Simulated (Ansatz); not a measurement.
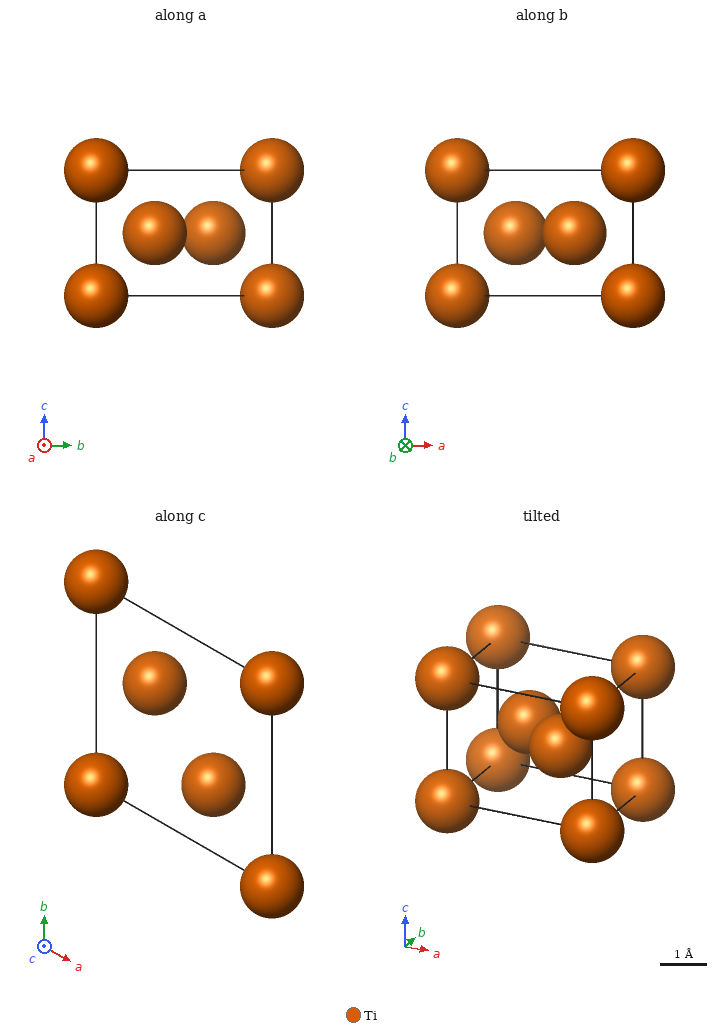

An orthographic spheres-only view of the structure, along the a axis, along the b axis, along the c axis and slightly off an axis. The parallelepiped is the conventional unit cell.

Lattice parameters: a = 4.456 Å, b = 4.456 Å, c = 2.754 Å, α = 90.00°, β = 90.00°, γ = 120.00°. Put a along x and b in the xy plane.

Put the structure into a POSCAR file.

Answer.
```
Ti
1.0
     4.456    0.000    0.000
    -2.228    3.859    0.000
     0.000    0.000    2.754
Ti
3
Direct
  0.0000 0.0000 0.0000
  0.3333 0.6667 0.5000
  0.6667 0.3333 0.5000
```

The initial geometry was a structure type filled with this element by a generator (whether the element takes this form wasn't checked). Earlier steps of the study may have refined or changed the cell and positions. It went into a calculation with Ansatz.

At this level of theory the cell isn't at rest (compressed, at 11 GPa), so its distances can differ from those at equilibrium, the more so the softer the solid.
